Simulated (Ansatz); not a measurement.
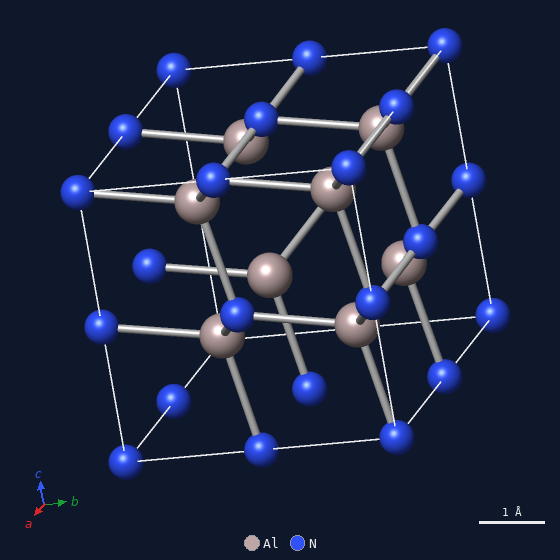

Crystal structure, ball-and-stick style, seen slightly off an axis. The outline marks the supercell. The host is AlN, in a cell of 16 sites, and the cell is neutral.

What kind of defect was put in?

A nitrogen vacancy. Around the empty site lie four Al at about 1.9 Å.

Method: DFT PBE, scalar-relativistic, plane waves, PAW (Ansatz 0.2.0); a kinetic-energy cutoff of 420 eV, a 4×4×4 k-point mesh, Gaussian smearing of 0.01 eV, collinear spins.

Does the defective cell carry a moment?

No net moment.

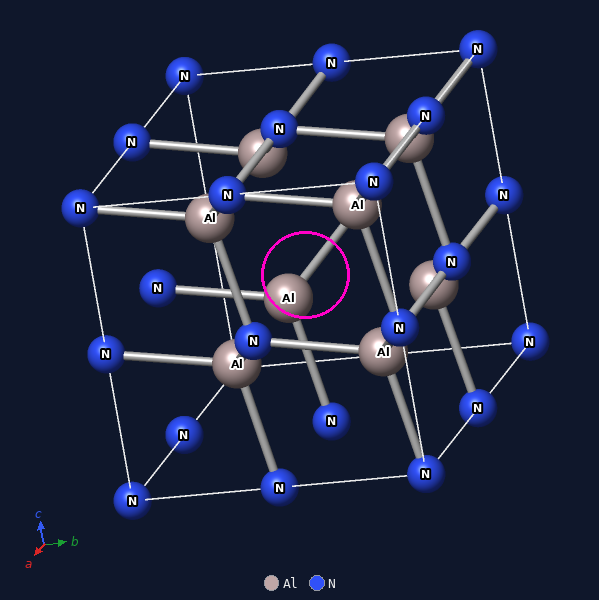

The same cell with a ring at the defect's site.

The atoms were relaxed in the host's cell with DFT PBE, scalar-relativistic, plane waves, PAW (Ansatz).
